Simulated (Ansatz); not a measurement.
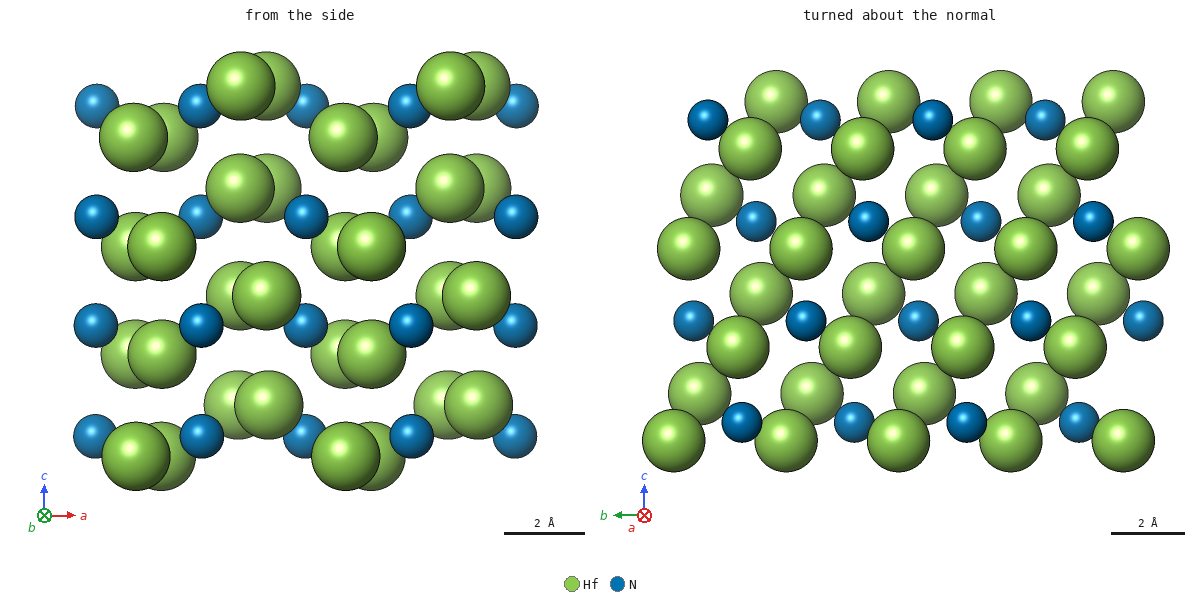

A spheres-only picture of a periodic slab, seen from the side and turned about the normal. The surface normal points up in side views; the vacuum is left out. 2×2 cells are drawn in the plane, with atoms at the edges repeated.

The cell holds 16 Hf, 8 N. The slab was cut from bulk Hf2N (P4_2/mnm).

### How far apart are the outermost atoms along the normal?

About 9 Å from the lowest to the highest atom.

### Along which plane was the crystal cut?

(1 0 1).

Level of theory: Ansatz 0.2.0, DFT PBEsol, scalar-relativistic, plane waves, PAW. Settings were 420 eV cutoff, k-mesh 7×6×1, Gaussian smearing of 0.1 eV, no spin polarisation.

### What work functions does the calculation give?

3.25 eV on both faces.

Origin of the cell: a structure listed in the Materials Project, from which a slab was cut. The atoms were relaxed in a fixed cell with DFT PBEsol, scalar-relativistic, plane waves, PAW (Ansatz 0.2.0).
